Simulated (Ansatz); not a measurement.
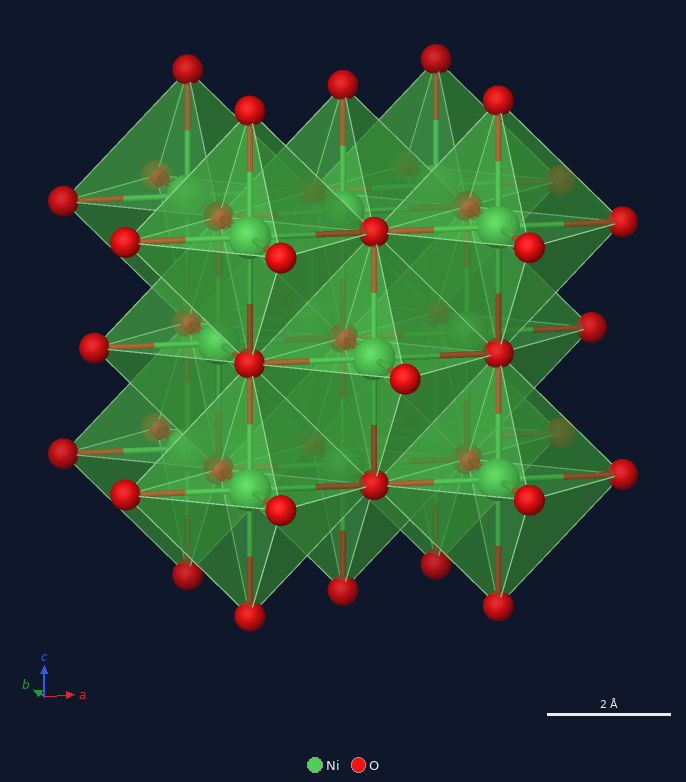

Figure 1. The input geometry (polyhedral view of the cell 2 times as large as that of the calculation, set on its symmetry axes, seen slightly off an axis; polyhedra are completed across the faces of the cell).

# Single-point calculation of NiO (part 1 of 2)

The run: single-point calculation of NiO (Fm-3m, 4 atoms in the cell). Method and program: DFT r2SCAN+U, scalar-relativistic, plane waves, PAW, Ueff = 3 eV on Ni atom 1 d; Ueff = 3 eV on Ni atom 3 d, spin-polarised (Ansatz 0.2.0).

The structure derives from an entry of the Crystallography Open Database. It belongs to a series of runs on one base structure; here: from atoms, default search. Figures and captions count atoms from 1; the log counts them from 0 in places.

The program's output:
```
basis.fft_grid_basis auto: the FFT boxes are laid along the combinations [[1, 0, 0], [-1, 1, 0], [0, -1, 1]] of the cell's own vectors, 2.958, 4.183 and 2.958 Å long. The dense box has 24×32×24 points. Along the cell's own vectors, as sized, it would have 24×40×45, 2.34 times as many. basis.fft_grid_basis: typed keeps the cell's own vectors: state it where this run's energies or levels are differenced outside the engine with another run's, or held beside a run that keeps those vectors. Those combinations have planes normal to reciprocal vector 3, as the cell's own vectors have. Each planar average written beside output.write_density, output.write_potential has a row for each plane of the box: 24. The volumetric files lie along those combinations, not along the cell's own vectors: a cube or XSF file states them, and fields.json those of NumPy files.
Ni: projections on atomic orbitals take those of the free atom [Ne] 3s2 3p6 3d8 4s2, of charge +0.00 (hamiltonian.pseudopotentials.projection_atoms); the dataset's partial waves leave at most 1.6e-6 of an orbital's norm unspanned inside its sphere
O: projections on atomic orbitals take those of the free atom [He] 2s2 2p4, of charge +0.00 (hamiltonian.pseudopotentials.projection_atoms); the dataset's partial waves leave at most 1.9e-8 of an orbital's norm unspanned inside its sphere
Engine: ansatz 0.2.0, aarch64-unknown-linux-gnu
Pseudopotentials: kind: paw
Pseudopotential: Ni, paw, valence charge 18, recommended cutoff 500 eV (meta_gga), Ni.paw.azcp
Pseudopotential: O, paw, valence charge 6, recommended cutoff 500 eV (meta_gga), O.paw.azcp
Functional definition: r2SCAN
  parameter k0 = 0.174
  parameter k1 = 0.065
  parameter a1 = 4.9479
  exchange = r2scan_x(k0 = k0, k1 = k1, a1 = a1)
  correlation = r2scan_c
Crystal: 4 atoms, lattice volume = 36.586 Å³
Basis set: ecut = 500 eV, 927 PW (Γ), FFT grids on a1, −a1+a2, −a2+a3, exchange–correlation on 96×128×96 points (64 copies of the dense FFT grid, shifted against one another)
Bands: 32, of which v1, the nominal top of the filled ones, is band 24 counted from 1 (23 counted from 0)
Symmetry: 16 space group operations
Space group: P4/mmm (ITA 123), of the structure as read, at distance tolerance 3.3e-5 Å
Magnetic group: BNS 123.350 (UNI 1010), of the structure as read, at distance tolerance 3.3e-5 Å
k-points: 75 of 512
Non-local potential: Ni, projectors of the file, l = 0: 3, l = 1: 2, l = 2: 3, l = 3: 1
Non-local potential: O, projectors of the file, l = 0: 2, l = 1: 2, l = 2: 1
PAW form: soft (Blöchl's): semilocal exchange-correlation on the pseudo side does not see the compensation charge
PAW frozen core: Ni, regenerated for the run's functional (the file was generated under x = pbe(κ = 0.804, μ = 0.2195149727645171), c = pbe(β = 0.06672455060314922))
PAW frozen core: O, regenerated for the run's functional (the file was generated under x = pbe(κ = 0.804, μ = 0.2195149727645171), c = pbe(β = 0.06672455060314922))
PAW one-centre angular grid: Ni, 590 points (default); XC on 160 Gauss nodes
PAW one-centre angular grid: O, 302 points (default); XC on 160 Gauss nodes
Initial density: superposition of atomic densities (chi_scale 0.1, normalization cell, long waves kept (reshape's long-wave potential 0.00 eV rms))
Starting moments: Σ|m| = 4 μB on 2 of 4 sites
Starting magnetic order: antiferromagnet; a translation exchanges its spin sublattices: spin-degenerate at every k-point
Initial wavefunctions: pseudopotential atomic-orbital guess
Functional: x = r2scan, c = r2scan; τ floored in thin density (d = 2e-4 eV/Å³)
SCF iter   1: F=—  HF=-12827.356646 eV  |F-HF|=—  |Δ(HF+E_count)|=         —  Δρ=2.76e-1 (↑2.76e-1 ↓2.76e-1)  dr2=5.69e1  dr2_τ=2.42e-1  dr2_m=8.29e0  M=0.000 μB ∫|m|=1.019 μB  β_m=0.30  ethr=3.10e-3  ⟨swp⟩=5.3  Hψ=8702  notcnv=0  defer=7
preconditioner: auto → Kerker (q_TF=auto, 2.855 Å⁻¹)  [metal: Δε(μ)=0.010 eV  Ē_g=15.139 eV  σ=0.050 eV  W_gap=0.11  n_scr=14 (ndim 8)  ℏωp=34.7 eV  f_vac=0.000  D(μ)=3.63/eV (n_scr^D=36)]
spin=Collinear: Kerker preconditioning applied to the charge; magnetization (m = ρ↑ − ρ↓) channel mixes plain (no charge-response kernel on spin).
SCF iter   2: F=—  HF=-12821.496752 eV  |F-HF|=—  |Δ(HF+E_count)|=    5.86e0  Δρ=6.28e-2 (↑6.28e-2 ↓6.28e-2)  dr2=1.06e0  dr2_τ=2.70e-1  dr2_m=4.84e-1  M=0.000 μB ∫|m|=3.114 μB  β_m=1.00  ethr=3.10e-3  ⟨swp⟩=4.1  Hψ=6155  notcnv=0  defer=202  κ⁻¹=1.0e0(r=1)
SCF iter   3: F=—  HF=-12822.917925 eV  |F-HF|=—  |Δ(HF+E_count)|=    1.42e0  Δρ=5.47e-2 (↑5.47e-2 ↓5.47e-2)  dr2=9.80e-1  dr2_τ=1.23e-2  dr2_m=3.73e-1  M=0.000 μB ∫|m|=3.691 μB  β_m=1.00  ethr=2.22e-3  ⟨swp⟩=2.9  Hψ=5434  notcnv=0  defer=182  κ⁻¹=8.1e-4(r=2)
SCF iter   4: F=—  HF=-12823.808728 eV  |F-HF|=—  |Δ(HF+E_count)|=   8.91e-1  Δρ=2.05e-2 (↑2.05e-2 ↓2.05e-2)  dr2=1.98e-1  dr2_τ=5.80e-3  dr2_m=4.57e-3  M=0.000 μB ∫|m|=3.739 μB  β_m=1.00  ethr=2.04e-3  ⟨swp⟩=3.0  Hψ=4528  notcnv=0  defer=242  κ⁻¹=6.6e-4(r=3)
SCF iter   5: F=—  HF=-12824.874189 eV  |F-HF|=—  |Δ(HF+E_count)|=    1.07e0  Δρ=9.33e-3 (↑9.33e-3 ↓9.33e-3)  dr2=3.19e-2  dr2_τ=9.67e-4  dr2_m=7.58e-3  M=0.000 μB ∫|m|=3.776 μB  β_m=1.00  ethr=4.14e-4  ⟨swp⟩=3.0  Hψ=4221  notcnv=0  defer=242  κ⁻¹=3.9e-5(r=4)
SCF iter   6: F=—  HF=-12825.422505 eV  |F-HF|=—  |Δ(HF+E_count)|=   5.48e-1  Δρ=9.85e-3 (↑9.85e-3 ↓9.85e-3)  dr2=8.31e-2  dr2_τ=4.15e-4  dr2_m=5.25e-3  M=0.000 μB ∫|m|=3.806 μB  β_m=1.00  ethr=6.65e-5  ⟨swp⟩=3.0  Hψ=4611  notcnv=0  defer=242  κ⁻¹=9.9e-7(r=5)
SCF iter   7: F=—  HF=-12825.671087 eV  |F-HF|=—  |Δ(HF+E_count)|=   2.49e-1  Δρ=4.45e-3 (↑4.45e-3 ↓4.45e-3)  dr2=2.57e-2  dr2_τ=1.38e-4  dr2_m=2.51e-4  M=0.000 μB ∫|m|=3.806 μB  β_m=0.30  ethr=6.65e-5  ⟨swp⟩=2.0  Hψ=4607  notcnv=0  defer=244
Mixer restart at iter 7: flushing history
spin-set hold released at iteration 7 (site moments contracting): the magnetisation degrees of freedom join the quasi-Newton model from the next iteration; the mixer history was flushed
SCF iter   8: F=—  HF=-12825.842657 eV  |F-HF|=—  |Δ(HF+E_count)|=   1.72e-1  Δρ=2.88e-3 (↑2.88e-3 ↓2.88e-3)  dr2=1.06e-2  dr2_τ=4.31e-5  dr2_m=5.42e-4  M=0.000 μB ∫|m|=3.809 μB  β_m=0.30  ethr=5.35e-5  ⟨swp⟩=2.0  Hψ=4656  notcnv=0  defer=253  κ⁻¹=1.0e0(r=1)
SCF iter   9: F=—  HF=-12826.028443 eV  |F-HF|=—  |Δ(HF+E_count)|=   1.86e-1  Δρ=2.39e-3 (↑2.39e-3 ↓2.39e-3)  dr2=1.75e-3  dr2_τ=4.19e-5  dr2_m=1.09e-3  M=0.000 μB ∫|m|=3.819 μB  β_m=0.30  ethr=2.21e-5  ⟨swp⟩=2.6  Hψ=4454  notcnv=0  defer=253  κ⁻¹=1.0e-2(r=2)
SCF iter  10: F=—  HF=-12826.031251 eV  |F-HF|=—  |Δ(HF+E_count)|=   2.81e-3  Δρ=1.72e-3 (↑1.72e-3 ↓1.72e-3)  dr2=1.10e-3  dr2_τ=1.74e-5  dr2_m=5.92e-4  M=0.000 μB ∫|m|=3.821 μB  β_m=0.30  ethr=3.65e-6  ⟨swp⟩=2.0  Hψ=4721  notcnv=0  defer=253  κ⁻¹=1.8e-3(r=3)
SCF iter  11: F=—  HF=-12826.031429 eV  |F-HF|=—  |Δ(HF+E_count)|=   1.78e-4  Δρ=4.44e-4 (↑4.44e-4 ↓4.44e-4)  dr2=1.39e-4  dr2_τ=1.91e-6  dr2_m=1.26e-5  M=0.000 μB ∫|m|=3.819 μB  β_m=0.30  ethr=2.29e-6  ⟨swp⟩=2.1  Hψ=3215  notcnv=0  defer=253  κ⁻¹=5.3e-4(r=4)
SCF iter  12: F=—  HF=-12826.031471 eV  |F-HF|=—  |Δ(HF+E_count)|=   4.23e-5  Δρ=2.90e-4 (↑2.90e-4 ↓2.90e-4)  dr2=2.36e-5  dr2_τ=7.27e-7  dr2_m=1.31e-5  M=0.000 μB ∫|m|=3.819 μB  β_m=0.30  ethr=2.90e-7  ⟨swp⟩=2.0  Hψ=3409  notcnv=0  defer=253  κ⁻¹=5.7e-5(r=5)
SCF iter  13: F=—  HF=-12826.031509 eV  |F-HF|=—  |Δ(HF+E_count)|=   3.79e-5  Δρ=6.80e-5 (↑6.80e-5 ↓6.80e-5)  dr2=2.53e-6  dr2_τ=3.83e-8  dr2_m=1.57e-7  M=0.000 μB ∫|m|=3.818 μB  β_m=0.30  ethr=4.92e-8  ⟨swp⟩=2.0  Hψ=3946  notcnv=0  defer=253  κ⁻¹=2.3e-6(r=6)
SCF iter  14: F=—  HF=-12826.031509 eV  |F-HF|=—  |Δ(HF+E_count)|=   2.24e-8  Δρ=3.55e-5 (↑3.55e-5 ↓3.55e-5)  dr2=6.44e-7  dr2_τ=1.96e-8  dr2_m=6.80e-8  M=0.000 μB ∫|m|=3.818 μB  β_m=0.30  ethr=5.27e-9  ⟨swp⟩=1.5  Hψ=2671  notcnv=0  defer=253  κ⁻¹=2.1e-6(r=7)
SCF iter  15: F=-12826.031509 eV  HF=-12826.031509 eV  |F-HF|=1.26e-7  |Δ(HF+E_count)|=   5.87e-8  Δρ=9.48e-6 (↑9.48e-6 ↓9.48e-6)  dr2=2.63e-8  dr2_τ=1.39e-9  dr2_m=7.70e-9  M=0.000 μB ∫|m|=3.818 μB  ethr=2.08e-10  ⟨swp⟩=12.7  Hψ=18387  notcnv=0
SCF 1 converged in 15 iterations: F = -12826.031509 eV  dr2 = 2.63e-8
  greatest PAW one-centre occupation: 1.003 electrons in one spin orbital (limit 2), on the Ni atom at site 2 (counted from 0), in its partial waves of l = 1
Symmetry: 4 space group operations
k-points: 170 of 512
Initial density: read from a saved state, or passed on in memory by an earlier SCF of this step, an earlier step, the calling program or the single point that the run made first
Starting moments: Σ|m| = 4 μB on 2 of 4 sites; this step starts from the density that it was given
Initial wavefunctions: those read from a saved state, or passed on in memory by an earlier step or the calling program
the translation (0, 0, 0.5) carries every atom to within crystal.symmetry.tolerance of an atom of its element with the starting moment reversed, but both spin channels are solved: the run starts from a saved state that isn't shown to keep it, or this solve from the single point that its walk made first
iter 1 solved again at ethr=5.48e-11 eV; its pass at ethr=2.08e-6 eV (dr2=2.63e-8 eV) is discarded
```
